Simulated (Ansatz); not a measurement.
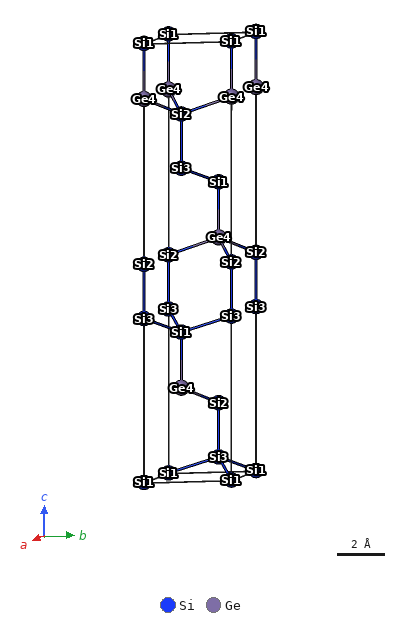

*The input geometry (ball-and-stick view of the cell 3 times as large as that of the calculation, set on its symmetry axes, seen slightly off an axis; atoms are numbered from 1 in the order of the input).*

Near neighbours in the crystal (not all of them lie inside the picture): Si has 1 Ge at 2.43 Å and 3 Si at 2.39 Å; Si has 3 Ge at 2.41 Å and 1 Si at 2.36 Å; Si has 4 Si at 2.36 to 2.39 Å; Ge has 4 Si at 2.41 to 2.43 Å.

**GeSi$_{3}$: geometry relaxation (part 1 of 2)**

The run: geometry relaxation of GeSi$_{3}$ (R3m, 4 atoms in the cell). Method and program: DFT, r2SCAN, plane waves, PAW, no spin polarisation (Ansatz 0.2.0).

The structure was built on a prototype by a generator. The geometry comes from this level: PBE. Figures and captions count atoms from 1; the log counts them from 0 in places.

What the program printed
```
basis.fft_grid_basis auto: the FFT boxes are laid along the combinations [[1, 0, -1], [0, 1, -1], [0, 0, 1]] of the cell's own vectors, 3.913, 3.913 and 6.774 Å long. The dense box has 30×30×50 points. Along the cell's own vectors, as sized, it would have 50×50×50, 2.78 times as many. Of the 6 symmetry operations that the crystal satisfies within crystal.symmetry.tolerance (time reversal apart; of a slab, those that keep its plane) the dense box along the cell's own vectors carries 6, and the one as laid loses 4 of those. basis.fft_grid_basis: typed keeps the cell's own vectors: state it where this run's energies or levels are differenced outside the engine with another run's, or held beside a run that keeps those vectors.
Engine: ansatz 0.2.0, x86_64-unknown-linux-gnu
Pseudopotentials: kind: paw
Pseudopotential: Si, paw, valence charge 4, recommended cutoff 500 eV (meta_gga), Si.paw.azcp
Pseudopotential: Ge, paw, valence charge 14, recommended cutoff 500 eV (meta_gga), Ge.paw.azcp
Functional definition: r2SCAN
  parameter k0 = 0.174
  parameter k1 = 0.065
  parameter a1 = 4.9479
  exchange = r2scan_x(k0 = k0, k1 = k1, a1 = a1)
  correlation = r2scan_c
Crystal: 4 atoms, lattice volume = 84.686 Å³
Basis set: ecut = 500 eV, 2135 PW (Γ), FFT grids on a1−a3, a2−a3, a3, exchange–correlation on 120×120×200 points (64 copies of the dense FFT grid, shifted against one another)
Bands: 17, of which v1, the nominal top of the filled ones, is band 13 counted from 1 (12 counted from 0)
Symmetry: 6 space group operations
Space group: R3m (ITA 160), of the structure as read, at distance tolerance 4.4e-5 Å
k-points: 65 of 512 (time reversal used)
Non-local potential: Si, projectors of the file, l = 0: 2, l = 1: 2, l = 2: 2
Non-local potential: Ge, projectors of the file, l = 0: 2, l = 1: 2, l = 2: 3, l = 3: 1
PAW form: soft (Blöchl's): semilocal exchange-correlation on the pseudo side does not see the compensation charge
PAW frozen core: Si, regenerated for the run's functional (the file was generated under x = pbe(κ = 0.804, μ = 0.2195149727645171), c = pbe(β = 0.06672455060314922))
PAW frozen core: Ge, regenerated for the run's functional (the file was generated under x = pbe(κ = 0.804, μ = 0.2195149727645171), c = pbe(β = 0.06672455060314922))
PAW one-centre angular grid: Si, 302 points (default); XC on 160 Gauss nodes
PAW one-centre angular grid: Ge, 590 points (default); XC on 160 Gauss nodes
Initial density: superposition of atomic densities (neutral atoms: chi_scale 0, normalization atom), corrected by the library's trained network
Initial wavefunctions: pseudopotential atomic-orbital guess
Functional: x = r2scan, c = r2scan; τ floored in thin density (d = 2e-4 eV/Å³)
SCF iter   1: F=—  HF=-6220.037665 eV  |F-HF|=—  |Δ(HF+E_count)|=         —  Δρ=4.47e-3  dr2=1.81e-2  dr2_τ=1.84e-2  ethr=1.77e-3  ⟨swp⟩=6.8  Hψ=6702  notcnv=0
preconditioner: auto → none  [insulator: Δε(μ)=0.776 eV  Ē_g=8.446 eV  σ=0.020 eV  W_gap=1.00  n_scr=16 (ndim 8)  ℏωp=16.1 eV  f_vac=0.000  D(μ)=0.00/eV (n_scr^D=0)  ε∞_Penn≈4.7]
SCF iter   2: F=—  HF=-6220.059082 eV  |F-HF|=—  |Δ(HF+E_count)|=   2.14e-2  Δρ=1.86e-3  dr2=4.03e-3  dr2_τ=3.66e-5  ethr=6.94e-5  ⟨swp⟩=3.0  Hψ=2962  notcnv=0
SCF iter   3: F=—  HF=-6220.058127 eV  |F-HF|=—  |Δ(HF+E_count)|=   9.56e-4  Δρ=1.08e-3  dr2=8.45e-4  dr2_τ=4.31e-6  ethr=1.55e-5  ⟨swp⟩=2.8  Hψ=2276  notcnv=0
SCF iter   4: F=—  HF=-6220.058233 eV  |F-HF|=—  |Δ(HF+E_count)|=   1.07e-4  Δρ=5.11e-4  dr2=6.08e-4  dr2_τ=3.63e-6  ethr=3.25e-6  ⟨swp⟩=2.1  Hψ=1528  notcnv=0
SCF iter   5: F=—  HF=-6220.058106 eV  |F-HF|=—  |Δ(HF+E_count)|=   1.27e-4  Δρ=1.08e-4  dr2=6.35e-6  dr2_τ=1.01e-7  ethr=2.34e-6  ⟨swp⟩=2.0  Hψ=1412  notcnv=0
SCF iter   6: F=—  HF=-6220.058101 eV  |F-HF|=—  |Δ(HF+E_count)|=   4.97e-6  Δρ=3.17e-5  dr2=7.96e-7  dr2_τ=9.63e-9  ethr=2.44e-8  ⟨swp⟩=2.0  Hψ=1950  notcnv=0
SCF iter   7: F=-6220.058101 eV  HF=-6220.058101 eV  |F-HF|=9.01e-9  |Δ(HF+E_count)|=   7.71e-8  Δρ=7.57e-6  dr2=3.01e-8  dr2_τ=6.22e-10  ethr=3.85e-10  ⟨swp⟩=3.2  Hψ=4156  notcnv=0
SCF 1 converged in 7 iterations: F = -6220.058101 eV  dr2 = 3.01e-8
  greatest PAW one-centre occupation: 0.998 electrons in one spin orbital (limit 2), on the Ge atom at site 3 (counted from 0), in its partial waves of l = 2
relax step   1: F+E_penalty+E_count = -6220.05810089 eV  Δ(F+E_penalty+E_count) = +0.000e0 eV  max|allowed force component| = 7.819e-2 eV/Å  Δτ_max = 0.0000 Å  P = -1.845 GPa  Ω = 84.686 Å³  (7 SCF iters, dr2 threshold 1.00e-7 eV, accepted)
Crystal: 4 atoms, lattice volume = 83.142 Å³
Basis set: ecut = 500 eV, 2123 PW (Γ), FFT grids on a1−a3, a2−a3, a3, exchange–correlation on 120×120×200 points (64 copies of the dense FFT grid, shifted against one another)
Initial density: handed on by an earlier stage of this run
Initial wavefunctions: those handed on with the density
iter 1 solved again at ethr=4.56e-6 eV; its pass at ethr=3.10e-3 eV (dr2=1.18e-3 eV) is discarded
SCF iter   1: F=—  HF=-6220.066062 eV  |F-HF|=—  |Δ(HF+E_count)|=         —  Δρ=9.45e-4  dr2=1.17e-3  dr2_τ=5.22e-4  ethr=4.56e-6  ⟨swp⟩=2.0  Hψ=7522  notcnv=0
preconditioner: auto → none  [insulator: Δε(μ)=0.766 eV  Ē_g=8.516 eV  σ=0.020 eV  W_gap=1.00  n_scr=16 (ndim 8)  ℏωp=16.3 eV  f_vac=0.000  D(μ)=0.00/eV (n_scr^D=0)  ε∞_Penn≈4.7]
SCF iter   2: F=—  HF=-6220.068927 eV  |F-HF|=—  |Δ(HF+E_count)|=   2.87e-3  Δρ=5.24e-4  dr2=2.90e-4  dr2_τ=1.44e-6  ethr=4.51e-6  ⟨swp⟩=2.0  Hψ=1885  notcnv=0
SCF iter   3: F=—  HF=-6220.068980 eV  |F-HF|=—  |Δ(HF+E_count)|=   5.26e-5  Δρ=2.21e-4  dr2=1.96e-4  dr2_τ=1.02e-6  ethr=1.12e-6  ⟨swp⟩=2.0  Hψ=1502  notcnv=0
SCF iter   4: F=—  HF=-6220.068935 eV  |F-HF|=—  |Δ(HF+E_count)|=   4.44e-5  Δρ=6.32e-5  dr2=1.21e-5  dr2_τ=9.05e-8  ethr=7.52e-7  ⟨swp⟩=2.0  Hψ=1437  notcnv=0
SCF iter   5: F=—  HF=-6220.068933 eV  |F-HF|=—  |Δ(HF+E_count)|=   2.44e-6  Δρ=3.10e-5  dr2=6.45e-7  dr2_τ=6.01e-9  ethr=4.65e-8  ⟨swp⟩=2.0  Hψ=1431  notcnv=0
SCF iter   6: F=-6220.068933 eV  HF=-6220.068933 eV  |F-HF|=5.49e-8  |Δ(HF+E_count)|=   1.71e-7  Δρ=1.16e-5  dr2=1.42e-7  dr2_τ=1.31e-9  ethr=1.54e-9  ⟨swp⟩=4.4  Hψ=3617  notcnv=0
SCF 2 converged in 6 iterations: F = -6220.068933 eV  dr2 = 1.42e-7
relax step   2: F+E_penalty+E_count = -6220.06893310 eV  Δ(F+E_penalty+E_count) = -1.083e-2 eV  max|allowed force component| = 2.105e-2 eV/Å  Δτ_max = 0.0065 Å  P = -0.263 GPa  Ω = 83.142 Å³  energy of the carried Pulay correction = +1.854e-4 eV  (6 SCF iters, dr2 threshold 4.00e-7 eV, accepted)
Crystal: 4 atoms, lattice volume = 82.872 Å³
iter 1 solved again at ethr=2.29e-7 eV; its pass at ethr=3.10e-3 eV (dr2=5.94e-5 eV) is discarded
SCF iter   1: F=—  HF=-6220.069082 eV  |F-HF|=—  |Δ(HF+E_count)|=         —  Δρ=2.25e-4  dr2=5.86e-5  dr2_τ=2.66e-5  ethr=2.29e-7  ⟨swp⟩=2.0  Hψ=7263  notcnv=0
preconditioner: auto → none  [insulator: Δε(μ)=0.763 eV  Ē_g=8.525 eV  σ=0.020 eV  W_gap=1.00  n_scr=16 (ndim 8)  ℏωp=16.3 eV  f_vac=0.000  D(μ)=0.00/eV (n_scr^D=0)  ε∞_Penn≈4.7]
SCF iter   2: F=—  HF=-6220.069186 eV  |F-HF|=—  |Δ(HF+E_count)|=   1.04e-4  Δρ=1.32e-4  dr2=1.59e-5  dr2_τ=9.28e-8  ethr=2.25e-7  ⟨swp⟩=2.0  Hψ=1566  notcnv=0
SCF iter   3: F=—  HF=-6220.069186 eV  |F-HF|=—  |Δ(HF+E_count)|=   2.47e-7  Δρ=4.55e-5  dr2=4.95e-6  dr2_τ=2.50e-8  ethr=6.11e-8  ⟨swp⟩=2.1  Hψ=1484  notcnv=0
SCF iter   4: F=—  HF=-6220.069185 eV  |F-HF|=—  |Δ(HF+E_count)|=   6.93e-7  Δρ=1.55e-5  dr2=8.65e-7  dr2_τ=3.38e-9  ethr=1.90e-8  ⟨swp⟩=2.0  Hψ=1454  notcnv=0
SCF iter   5: F=-6220.069185 eV  HF=-6220.069185 eV  |F-HF|=3.76e-9  |Δ(HF+E_count)|=   2.06e-7  Δρ=6.86e-6  dr2=2.92e-8  dr2_τ=2.18e-10  ethr=7.15e-10  ⟨swp⟩=3.0  Hψ=4131  notcnv=0
SCF 3 converged in 5 iterations: F = -6220.069185 eV  dr2 = 2.92e-8
relax step   3: F+E_penalty+E_count = -6220.06918529 eV  Δ(F+E_penalty+E_count) = -2.522e-4 eV  max|allowed force component| = 1.305e-2 eV/Å  Δτ_max = 0.0021 Å  P = +0.029 GPa  Ω = 82.872 Å³  energy of the carried Pulay correction = +2.181e-4 eV  (5 SCF iters, dr2 threshold 1.86e-7 eV, accepted)
Crystal: 4 atoms, lattice volume = 82.897 Å³
iter 1 solved again at ethr=2.24e-8 eV; its pass at ethr=3.10e-3 eV (dr2=5.81e-6 eV) is discarded
SCF iter   1: F=—  HF=-6220.069199 eV  |F-HF|=—  |Δ(HF+E_count)|=         —  Δρ=6.63e-5  dr2=5.78e-6  dr2_τ=2.70e-6  ethr=2.24e-8  ⟨swp⟩=2.4  Hψ=6764  notcnv=0
preconditioner: auto → none  [insulator: Δε(μ)=0.765 eV  Ē_g=8.522 eV  σ=0.020 eV  W_gap=1.00  n_scr=16 (ndim 8)  ℏωp=16.3 eV  f_vac=0.000  D(μ)=0.00/eV (n_scr^D=0)  ε∞_Penn≈4.7]
SCF iter   2: F=—  HF=-6220.069203 eV  |F-HF|=—  |Δ(HF+E_count)|=   3.66e-6  Δρ=4.23e-5  dr2=1.38e-6  dr2_τ=1.09e-8  ethr=2.22e-8  ⟨swp⟩=2.0  Hψ=1568  notcnv=0
SCF iter   3: F=—  HF=-6220.069202 eV  |F-HF|=—  |Δ(HF+E_count)|=   1.21e-7  Δρ=1.72e-5  dr2=2.05e-7  dr2_τ=9.08e-10  ethr=5.32e-9  ⟨swp⟩=2.0  Hψ=1415  notcnv=0
SCF iter   4: F=—  HF=-6220.069202 eV  |F-HF|=—  |Δ(HF+E_count)|=  3.47e-10  Δρ=3.41e-6  dr2=3.77e-8  dr2_τ=1.82e-10  ethr=7.87e-10  ⟨swp⟩=2.2  Hψ=1595  notcnv=0
SCF iter   5: F=-6220.069202 eV  HF=-6220.069202 eV  |F-HF|=6.51e-10  |Δ(HF+E_count)|=   8.43e-9  Δρ=1.68e-6  dr2=2.30e-9  dr2_τ=1.95e-11  ethr=4.09e-11  ⟨swp⟩=5.0  Hψ=3765  notcnv=0
SCF 4 converged in 5 iterations: F = -6220.069202 eV  dr2 = 2.30e-9
relax step   4: F+E_penalty+E_count = -6220.06920240 eV  Δ(F+E_penalty+E_count) = -1.711e-5 eV  max|allowed force component| = 9.952e-4 eV/Å  Δτ_max = 0.0009 Å  P = +0.003 GPa  Ω = 82.897 Å³  energy of the carried Pulay correction = +2.152e-4 eV  (5 SCF iters, dr2 threshold 1.06e-8 eV, accepted)
Initial wavefunctions: pseudopotential atomic-orbital guess (no wavefunctions were taken with the density)
iter 1 solved again at ethr=1.68e-7 eV; its pass at ethr=3.10e-3 eV (dr2=4.36e-5 eV) is discarded
SCF iter   1: F=—  HF=-6220.068994 eV  |F-HF|=—  |Δ(HF+E_count)|=         —  Δρ=1.15e-5  dr2=1.65e-8  dr2_τ=7.00e-8  ethr=1.68e-7  ⟨swp⟩=3.5  Hψ=9821  notcnv=0
eigensolver tolerance schedule: the retry pair's looser diagonalisation over-reported the residual by 2635.54 of it (diagonalisation noise at 0.17 of the residual, at the tolerance the schedule requests for it); recorded, not acted on — ethr = c·dr2/N_el stays at c = 1.0e-1
preconditioner: auto → none  [insulator: Δε(μ)=0.765 eV  Ē_g=8.523 eV  σ=0.020 eV  W_gap=1.00  n_scr=16 (ndim 8)  ℏωp=16.3 eV  f_vac=0.000  D(μ)=0.00/eV (n_scr^D=0)  ε∞_Penn≈4.7]
SCF iter   2: F=—  HF=-6220.068995 eV  |F-HF|=—  |Δ(HF+E_count)|=   1.08e-7  Δρ=7.35e-6  dr2=1.25e-8  dr2_τ=9.18e-10  ethr=6.36e-11  ⟨swp⟩=2.6  Hψ=2210  notcnv=0
SCF iter   3: F=—  HF=-6220.068995 eV  |F-HF|=—  |Δ(HF+E_count)|=   3.10e-8  Δρ=2.17e-6  dr2=8.81e-9  dr2_τ=1.09e-10  ethr=4.81e-11  ⟨swp⟩=3.0  Hψ=1961  notcnv=0
SCF iter   4: F=—  HF=-6220.068995 eV  |F-HF|=—  |Δ(HF+E_count)|=  9.09e-11  Δρ=8.52e-7  dr2=1.50e-9  dr2_τ=1.77e-11  ethr=3.39e-11  ⟨swp⟩=2.5  Hψ=1910  notcnv=0
SCF iter   5: F=-6220.068995 eV  HF=-6220.068995 eV  |F-HF|=6.37e-12  |Δ(HF+E_count)|=  3.09e-11  Δρ=2.29e-7  dr2=1.88e-11  dr2_τ=7.10e-13  ethr=1.00e-12  ⟨swp⟩=3.9  Hψ=4652  notcnv=0
SCF 5 converged in 5 iterations: F = -6220.068995 eV  dr2 = 1.88e-11
relax step   5: F+E_penalty+E_count = -6220.06899461 eV  Δ(F+E_penalty+E_count) = +2.078e-4 eV  max|allowed force component| = 9.745e-4 eV/Å  Δτ_max = 0.0000 Å  P = +0.003 GPa  Ω = 82.897 Å³  stress off target by 3.10e-3 GPa  SCF on the basis re-selected at this cell (its energy is not comparable with the rows above)  (5 SCF iters)
```
